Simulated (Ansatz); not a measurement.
System: Al₂Pt, space group Fm-3m (No. 225).

Starting cell:
```
CELL_PARAMETERS angstrom
0.00000 2.95500 2.95500
2.95500 0.00000 2.95500
2.95500 2.95500 0.00000
ATOMIC_POSITIONS crystal
Al 0.25000 0.25000 0.25000
Al 0.75000 0.75000 0.75000
Pt 0.00000 0.00000 0.00000
```

Input of one of the runs behind the figure:
```
crystal:
  lattice:
    - [0.0, 2.9745701068, 2.9745701068]
    - [2.9745701068, 0.0, 2.9745701068]
    - [2.9745701068, 2.9745701068, 0.0]
  atoms:
    - { symbol: Al, position: [0.25, 0.25, 0.25] }
    - { symbol: Al, position: [0.75, 0.75, 0.75] }
    - { symbol: Pt, position: [0.0, 0.0, 0.0] }
kpoints:
  mp_grid: { grid: [12, 12, 12] }
scf:
  occupations: { method: fermi_dirac, width: 0.08 }
hamiltonian:
  xc: lda
  pseudopotentials: { kind: all_electron, datasets: crystal }
output:
  forces: true
  stress: true
  eigenvalues: true
  efg: { contact_densities: true }
```

Run as:
```bash
ansatz run input.yaml --threads 1 --pin off --max-ram 4096MiB --backend cpu --events-out ev --progress --plain --runs-dir out
```

Method: periodic Kohn-Sham DFT of a crystal at fixed atoms, scaled to the stated factor times the given cell; pressure positive in compression (Ansatz 0.2.0). Level: LDA.

method all-electron PAW; relativity scalar; k mesh 12×12×12; occupations Fermi–Dirac; smearing width 0.08 eV; nucleus Gaussian.

V(given) is 17.20 Å³/atom.

Describe the result: the pressure against V/V(given). The V/V(given) takes the values 0.96, 0.99, 1.02, 1.06.

The pressure falls from 1.8 GPa at V/V(given) 0.96 to −10.4 GPa at 1.06, and changes sign near 0.97.

| V/V(given) | pressure (GPa) |
| --- | --- |
| 0.96 | 1.8 |
| 0.99 | −2.6 |
| 1.02 | −6.3 |
| 1.06 | −10.4 |

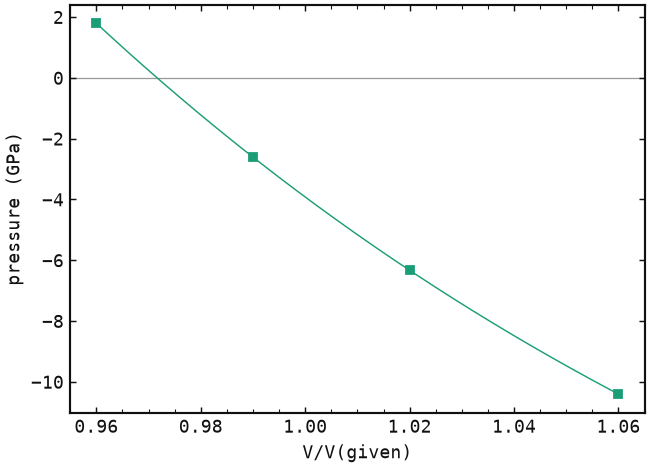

Caveats: no spin-orbit coupling on heavy atoms.
